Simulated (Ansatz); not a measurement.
**Run report: C, geometry relaxation (part 3 of 3)**

The same run, continued: C (slab, 24 atoms in the cell); DFT PBEsol, scalar-relativistic, plane waves, PAW, no spin polarisation (Ansatz 0.2.0); cutoff 420 eV, 14×5×1 k-mesh, Gaussian smearing of 0.1 eV. The structure derives from a Materials Project entry. It belongs to a series of runs on one base structure; here: (0 1 0) slab, atoms relaxed.

Geometry of the input (Å; fractional positions):
```
2.4592  0.0000  0.0000
0.0000  7.3232  0.0000
0.0000  0.0000  26.3555
C  0.5000  0.7500  0.2846
C  0.0000  0.2500  0.2846
C  0.5000  0.2500  0.3115
C  0.0000  0.7500  0.3115
C  0.0000  0.7500  0.3654
C  0.5000  0.2500  0.3654
C  0.0000  0.2500  0.3923
C  0.5000  0.7500  0.3923
C  0.5000  0.7500  0.4461
C  0.0000  0.2500  0.4461
C  0.5000  0.2500  0.4731
C  0.0000  0.7500  0.4731
C  0.0000  0.7500  0.5269
C  0.5000  0.2500  0.5269
C  0.0000  0.2500  0.5539
C  0.5000  0.7500  0.5539
C  0.5000  0.7500  0.6077
C  0.0000  0.2500  0.6077
C  0.5000  0.2500  0.6346
C  0.0000  0.7500  0.6346
C  0.0000  0.7500  0.6885
C  0.5000  0.2500  0.6885
C  0.0000  0.2500  0.7154
C  0.5000  0.7500  0.7154
```

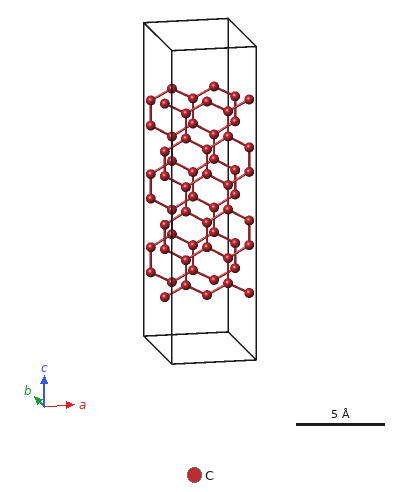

The geometry at step 3 of the log (ball-and-stick view of the 2 × 1 repeat of the cell, with the vacuum cut short, seen slightly off an axis).

Output, continued:
```
  k-point 23: bands = ["-15.5298", "-15.5298", "-15.4952", "-15.4952", "-15.1306", "-15.1306", "-15.0986", "-15.0986", "-14.6921", "-14.6921", "-13.9390", "-13.9390", "-13.3945", "-13.3945", "-13.2181", "-13.2181", "-12.2887", "-12.2887", "-12.2500", "-12.2500", "-11.3029", "-11.3029", "-11.2391", "-11.2391", "-8.6639", "-8.6639", "-8.5878", "-8.5878", "-7.5743", "-7.5743", "-7.3865", "-7.3865", "-6.9743", "-6.9743", "-3.1998", "-3.1998", "-2.9509", "-2.9509", "-2.9397", "-2.9397", "-2.7325", "-2.7325", "-2.6897", "-2.6897", "-0.8182", "-0.8182", "-0.8051", "-0.8051", "0.0074", "0.0074", "0.0302", "0.0302", "1.3665", "1.3665", "1.5112", "1.5112", "1.7799", "1.7799", "2.0330", "2.0330", "2.2497", "2.2497", "7.3643", "7.3643", "7.8327", "7.8327", "8.5583", "8.5583", "9.5733", "9.5733", "10.0033", "10.0033"]
--- Relaxed structure (5 steps of the walk, 5 accepted, 0 SCFs on fresh bases) ---
  F+E_penalty+E_count = -5906.96855451 eV   max|allowed force component| = 3.058e-3 eV/Å
  atoms:
    - { symbol: C, position: [0.5, 0.75, 0.28610361316112615] }
    - { symbol: C, position: [9.78956768891467e-36, 0.25, 0.28610361316112615] }
    - { symbol: C, position: [0.5, 0.25, 0.3097301478086419] }
    - { symbol: C, position: [9.78956768891467e-36, 0.75, 0.3097301478086419] }
    - { symbol: C, position: [9.78956768891467e-36, 0.75, 0.36541125050306256] }
    - { symbol: C, position: [0.5, 0.25, 0.36541125050306256] }
    - { symbol: C, position: [9.78956768891467e-36, 0.25, 0.3918972243111847] }
    - { symbol: C, position: [0.5, 0.75, 0.3918972243111847] }
    - { symbol: C, position: [0.5, 0.75, 0.4461664622812799] }
    - { symbol: C, position: [9.78956768891467e-36, 0.25, 0.4461664622812799] }
    - { symbol: C, position: [0.5, 0.25, 0.47293710469916356] }
    - { symbol: C, position: [9.78956768891467e-36, 0.75, 0.47293710469916356] }
    - { symbol: C, position: [9.78956768891467e-36, 0.75, 0.5270631973537568] }
    - { symbol: C, position: [0.5, 0.25, 0.5270631973537568] }
    - { symbol: C, position: [9.78956768891467e-36, 0.25, 0.5538335757115961] }
    - { symbol: C, position: [0.5, 0.75, 0.5538335757115961] }
    - { symbol: C, position: [0.5, 0.75, 0.6081027038835699] }
    - { symbol: C, position: [9.78956768891467e-36, 0.25, 0.6081027038835699] }
    - { symbol: C, position: [0.5, 0.25, 0.6345886154795032] }
    - { symbol: C, position: [9.78956768891467e-36, 0.75, 0.6345886154795032] }
    - { symbol: C, position: [9.78956768891467e-36, 0.75, 0.6902697785733998] }
    - { symbol: C, position: [0.5, 0.25, 0.6902697785733998] }
    - { symbol: C, position: [-6.852697382240269e-35, 0.25, 0.7138963262337149] }
    - { symbol: C, position: [0.5, 0.75, 0.7138963262337149] }
```

Trajectory as extended XYZ (Å, eV, eV/Å), 5 frames, from step=1 to step=5:
```
24
Lattice="2.4592 0.0000 0.0000 0.0000 7.3232 0.0000 0.0000 0.0000 26.3555" Properties=species:S:1:pos:R:3:forces:R:3 step=1 energy=-5906.55473
C     1.2296    5.4924    7.5000    0.0000   0.0000   1.9243
C     0.0000    1.8308    7.5000    0.0000   0.0000   1.9243
C     1.2296    1.8308    8.2096    0.0000   0.0000  -2.8626
C     0.0000    5.4924    8.2096    0.0000   0.0000  -2.8626
C     0.0000    5.4924    9.6292    0.0000   0.0000   1.0015
C     1.2296    1.8308    9.6292    0.0000   0.0000   1.0015
C     0.0000    1.8308   10.3388    0.0000   0.0000  -0.2441
C     1.2296    5.4924   10.3388    0.0000   0.0000  -0.2441
C     1.2296    5.4924   11.7584    0.0000   0.0000   0.1960
C     0.0000    1.8308   11.7584    0.0000   0.0000   0.1960
C     1.2296    1.8308   12.4680    0.0000   0.0000  -0.1217
C     0.0000    5.4924   12.4680    0.0000   0.0000  -0.1217
C     0.0000    5.4924   13.8876    0.0000   0.0000   0.1207
C     1.2296    1.8308   13.8876    0.0000   0.0000   0.1207
C     0.0000    1.8308   14.5972    0.0000   0.0000  -0.1945
C     1.2296    5.4924   14.5972    0.0000   0.0000  -0.1945
C     1.2296    5.4924   16.0167    0.0000   0.0000   0.2434
C     0.0000    1.8308   16.0167    0.0000   0.0000   0.2434
C     1.2296    1.8308   16.7264    0.0000   0.0000  -1.0013
C     0.0000    5.4924   16.7264    0.0000   0.0000  -1.0013
C     0.0000    5.4924   18.1459    0.0000   0.0000   2.8624
C     1.2296    1.8308   18.1459    0.0000   0.0000   2.8624
C     0.0000    1.8308   18.8555    0.0000   0.0000  -1.9241
C     1.2296    5.4924   18.8555    0.0000   0.0000  -1.9241
24
Lattice="2.4592 0.0000 0.0000 0.0000 7.3232 0.0000 0.0000 0.0000 26.3555" Properties=species:S:1:pos:R:3:forces:R:3 step=2 energy=-5906.80839
C     1.2296    5.4924    7.5149    0.0000   0.0000   1.1410
C     0.0000    1.8308    7.5149    0.0000   0.0000   1.1410
C     1.2296    1.8308    8.1915    0.0000   0.0000  -1.7213
C     0.0000    5.4924    8.1915    0.0000   0.0000  -1.7213
C     0.0000    5.4924    9.6271    0.0000   0.0000   0.7079
C     1.2296    1.8308    9.6271    0.0000   0.0000   0.7079
C     0.0000    1.8308   10.3353    0.0000   0.0000  -0.2513
C     1.2296    5.4924   10.3353    0.0000   0.0000  -0.2513
C     1.2296    5.4924   11.7579    0.0000   0.0000   0.1669
C     0.0000    1.8308   11.7579    0.0000   0.0000   0.1669
C     1.2296    1.8308   12.4671    0.0000   0.0000  -0.1222
C     0.0000    5.4924   12.4671    0.0000   0.0000  -0.1222
C     0.0000    5.4924   13.8884    0.0000   0.0000   0.1214
C     1.2296    1.8308   13.8884    0.0000   0.0000   0.1214
C     0.0000    1.8308   14.5977    0.0000   0.0000  -0.1655
C     1.2296    5.4924   14.5977    0.0000   0.0000  -0.1655
C     1.2296    5.4924   16.0202    0.0000   0.0000   0.2508
C     0.0000    1.8308   16.0202    0.0000   0.0000   0.2508
C     1.2296    1.8308   16.7284    0.0000   0.0000  -0.7077
C     0.0000    5.4924   16.7284    0.0000   0.0000  -0.7077
C     0.0000    5.4924   18.1641    0.0000   0.0000   1.7210
C     1.2296    1.8308   18.1641    0.0000   0.0000   1.7210
C     0.0000    1.8308   18.8406    0.0000   0.0000  -1.1408
C     1.2296    5.4924   18.8406    0.0000   0.0000  -1.1408
24
Lattice="2.4592 0.0000 0.0000 0.0000 7.3232 0.0000 0.0000 0.0000 26.3555" Properties=species:S:1:pos:R:3:forces:R:3 step=3 energy=-5906.96469
C     1.2296    5.4924    7.5312    0.0000   0.0000   0.2013
C     0.0000    1.8308    7.5312    0.0000   0.0000   0.2013
C     1.2296    1.8308    8.1628    0.0000   0.0000  -0.2006
C     0.0000    5.4924    8.1628    0.0000   0.0000  -0.2006
C     0.0000    5.4924    9.6278    0.0000   0.0000   0.0445
C     1.2296    1.8308    9.6278    0.0000   0.0000   0.0445
C     0.0000    1.8308   10.3275    0.0000   0.0000  -0.0144
C     1.2296    5.4924   10.3275    0.0000   0.0000  -0.0144
C     1.2296    5.4924   11.7580    0.0000   0.0000  -0.0044
C     0.0000    1.8308   11.7580    0.0000   0.0000  -0.0044
C     1.2296    1.8308   12.4642    0.0000   0.0000   0.0155
C     0.0000    5.4924   12.4642    0.0000   0.0000   0.0155
C     0.0000    5.4924   13.8913    0.0000   0.0000  -0.0144
C     1.2296    1.8308   13.8913    0.0000   0.0000  -0.0144
C     0.0000    1.8308   14.5976    0.0000   0.0000   0.0022
C     1.2296    5.4924   14.5976    0.0000   0.0000   0.0022
C     1.2296    5.4924   16.0280    0.0000   0.0000   0.0154
C     0.0000    1.8308   16.0280    0.0000   0.0000   0.0154
C     1.2296    1.8308   16.7278    0.0000   0.0000  -0.0443
C     0.0000    5.4924   16.7278    0.0000   0.0000  -0.0443
C     0.0000    5.4924   18.1927    0.0000   0.0000   0.2008
C     1.2296    1.8308   18.1927    0.0000   0.0000   0.2008
C     0.0000    1.8308   18.8244    0.0000   0.0000  -0.2013
C     1.2296    5.4924   18.8244    0.0000   0.0000  -0.2013
24
Lattice="2.4592 0.0000 0.0000 0.0000 7.3232 0.0000 0.0000 0.0000 26.3555" Properties=species:S:1:pos:R:3:forces:R:3 step=4 energy=-5906.96853
C     1.2296    5.4924    7.5407    0.0000   0.0000  -0.0126
C     0.0000    1.8308    7.5407    0.0000   0.0000  -0.0126
C     1.2296    1.8308    8.1630    0.0000   0.0000  -0.0017
C     0.0000    5.4924    8.1630    0.0000   0.0000  -0.0017
C     0.0000    5.4924    9.6301    0.0000   0.0000   0.0217
C     1.2296    1.8308    9.6301    0.0000   0.0000   0.0217
C     0.0000    1.8308   10.3284    0.0000   0.0000  -0.0014
C     1.2296    5.4924   10.3284    0.0000   0.0000  -0.0014
C     1.2296    5.4924   11.7588    0.0000   0.0000   0.0002
C     0.0000    1.8308   11.7588    0.0000   0.0000   0.0002
C     1.2296    1.8308   12.4645    0.0000   0.0000  -0.0072
C     0.0000    5.4924   12.4645    0.0000   0.0000  -0.0072
C     0.0000    5.4924   13.8910    0.0000   0.0000   0.0080
C     1.2296    1.8308   13.8910    0.0000   0.0000   0.0080
C     0.0000    1.8308   14.5967    0.0000   0.0000   0.0002
C     1.2296    5.4924   14.5967    0.0000   0.0000   0.0002
C     1.2296    5.4924   16.0271    0.0000   0.0000   0.0006
C     0.0000    1.8308   16.0271    0.0000   0.0000   0.0006
C     1.2296    1.8308   16.7255    0.0000   0.0000  -0.0222
C     0.0000    5.4924   16.7255    0.0000   0.0000  -0.0222
C     0.0000    5.4924   18.1925    0.0000   0.0000   0.0021
C     1.2296    1.8308   18.1925    0.0000   0.0000   0.0021
C     0.0000    1.8308   18.8149    0.0000   0.0000   0.0124
C     1.2296    5.4924   18.8149    0.0000   0.0000   0.0124
24
Lattice="2.4592 0.0000 0.0000 0.0000 7.3232 0.0000 0.0000 0.0000 26.3555" Properties=species:S:1:pos:R:3:forces:R:3 step=5 energy=-5906.96856
C     1.2296    5.4924    7.5404    0.0000   0.0000   0.0003
C     0.0000    1.8308    7.5404    0.0000   0.0000   0.0003
C     1.2296    1.8308    8.1631    0.0000   0.0000  -0.0003
C     0.0000    5.4924    8.1631    0.0000   0.0000  -0.0003
C     0.0000    5.4924    9.6306    0.0000   0.0000  -0.0011
C     1.2296    1.8308    9.6306    0.0000   0.0000  -0.0011
C     0.0000    1.8308   10.3287    0.0000   0.0000   0.0021
C     1.2296    5.4924   10.3287    0.0000   0.0000   0.0021
C     1.2296    5.4924   11.7590    0.0000   0.0000  -0.0029
C     0.0000    1.8308   11.7590    0.0000   0.0000  -0.0029
C     1.2296    1.8308   12.4645    0.0000   0.0000   0.0022
C     0.0000    5.4924   12.4645    0.0000   0.0000   0.0022
C     0.0000    5.4924   13.8910    0.0000   0.0000  -0.0025
C     1.2296    1.8308   13.8910    0.0000   0.0000  -0.0025
C     0.0000    1.8308   14.5966    0.0000   0.0000   0.0031
C     1.2296    5.4924   14.5966    0.0000   0.0000   0.0031
C     1.2296    5.4924   16.0269    0.0000   0.0000  -0.0020
C     0.0000    1.8308   16.0269    0.0000   0.0000  -0.0020
C     1.2296    1.8308   16.7249    0.0000   0.0000   0.0012
C     0.0000    5.4924   16.7249    0.0000   0.0000   0.0012
C     0.0000    5.4924   18.1924    0.0000   0.0000   0.0002
C     1.2296    1.8308   18.1924    0.0000   0.0000   0.0002
C     0.0000    1.8308   18.8151    0.0000   0.0000  -0.0003
C     1.2296    5.4924   18.8151    0.0000   0.0000  -0.0003
```

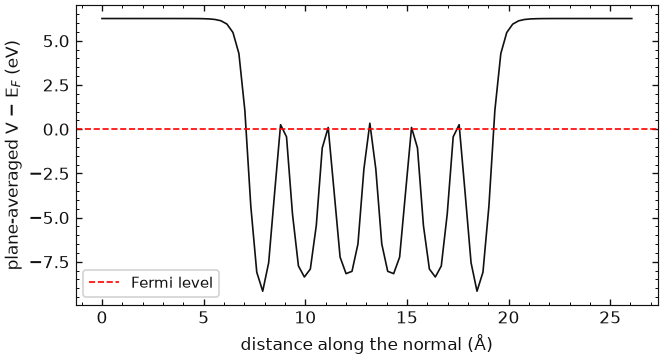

Plane average of the electrostatic potential energy of an electron across the cell, from the Fermi level. The vacuum level lies 6.26 eV above the Fermi level.

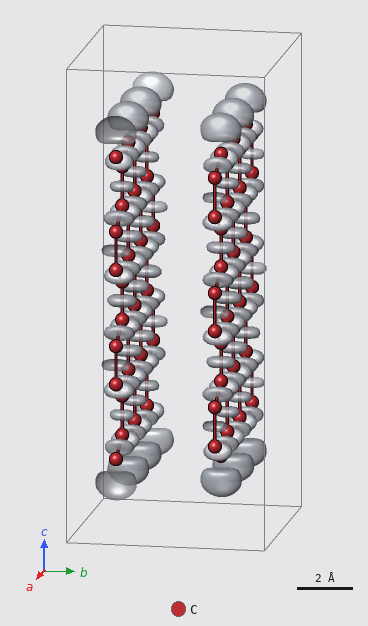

Isosurface of the electron localisation function at 0.85 (grey), seen slightly off an axis. Only the valence region is drawn (cores and ρ < 0.01 e/Å³ removed). Sticks mark near contacts. C–C (1.43 Å): the ELF peaks at about 0.95 between the atoms, which marks a shared electron pair. Core electrons are frozen (PAW), so the fields are smoothed inside the atomic spheres.

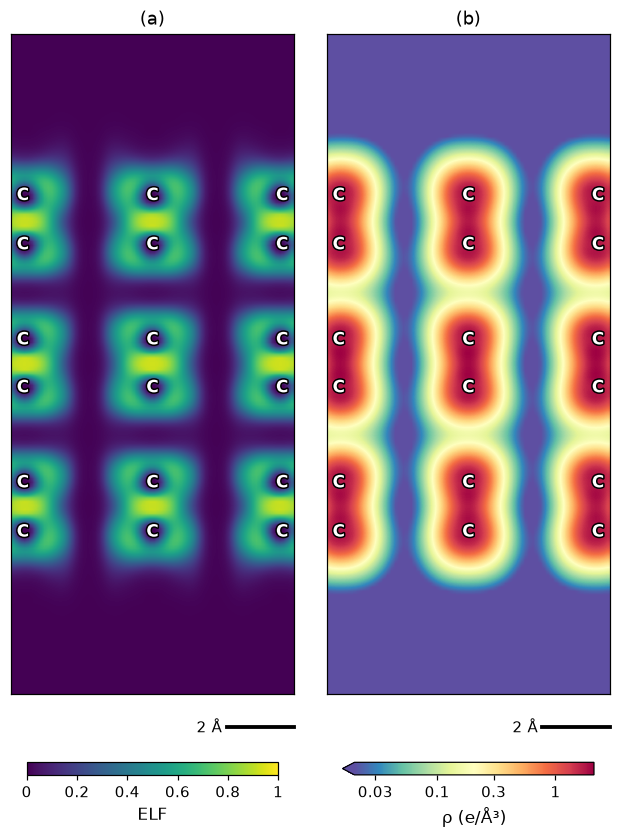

(a) electron localisation function; (b) valence pseudo-density on the (110) plane of the calculation cell, a cut from vacuum to vacuum. C–C (1.43 Å): the density is about 2 e/Å³ at the midpoint; the ELF peaks at about 0.95 between the atoms (a shared electron pair). C–C (1.47 Å): ρ at the midpoint is about 1.8 e/Å³; the ELF peaks at about 0.90 between the atoms, which marks a shared electron pair. The density dies away to nearly zero in the vacuum.

Summary:

| quantity | value |
| --- | --- |
| outcome | converged |
| electrons treated | 96 |
| free energy | −5906.9686 eV |
| work function, top face | 6.26 eV |
| work function, bottom face | 6.26 eV |
| Fermi energy | −0.309 eV |
| gap on the k-point mesh | none (metallic) |
| final volume | 474.64 Å³ |
| work function (upper face) | 6.26 eV |
| largest force (length of the vector) at the end | 0.003 eV/Å |
| wall time | 5 min (CPU time 9.8 min) |
| peak memory | 1.2 GiB |

Remarks:

Warnings of the run: the structure was made exactly symmetric; the exchange-correlation potential is rough where the density is thin.
